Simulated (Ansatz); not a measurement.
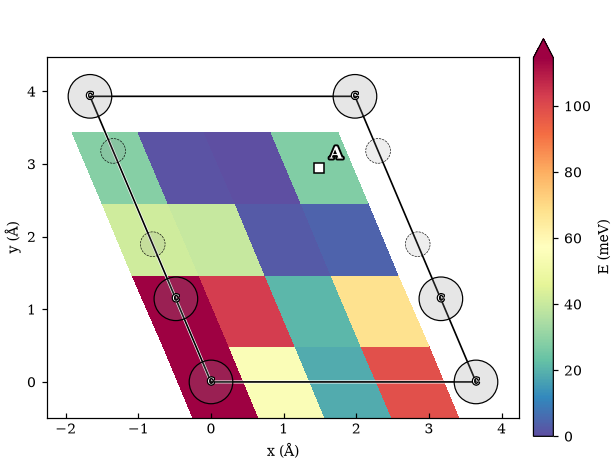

CO on a C(110) slab cut from the R-3m phase, its upper half relaxed before the scan (10 atoms of substrate and one adsorbate in a 1 × 1 cell). CO (O end down) is moved over the surface cell at a fixed height above a rigid substrate; the origin of the map has the adsorbate above C9; the height is held at 2.70 Å. Places are given modulo a cell vector. The map is drawn in real space over the plane of the surface. The scan uses a 4 × 4 grid. All energies are given in meV relative to the lowest grid point. With one adsorbate in each 1 × 1 cell, its nearest image is 3.6 Å away, so neighbouring adsorbates interact. At a fixed height the lowest place need not be the adsorption site. Method: Ansatz, DFT PBE+D3(BJ), scalar-relativistic, plane waves, PAW. Settings: cutoff 420 eV, k-mesh 8×7×1, gaussian smearing 0.05 eV, no spin polarisation.

The picture shows one coloured cell a grid point, labelled circles for the atoms of the top layer and small ones for the second layer, the outline of one cell of the plane, one colour for all values above the top of the scale, the point A.

### Which way does the force act at A, and how strong is it?

A, at (3/4, 3/4) of the cell vectors, is not a stationary point. The computed force is 0.085 eV/Å in the plane, pointing down in the picture (components −0.026 and −0.081 eV/Å).

PAW datasets: the set soft_1.
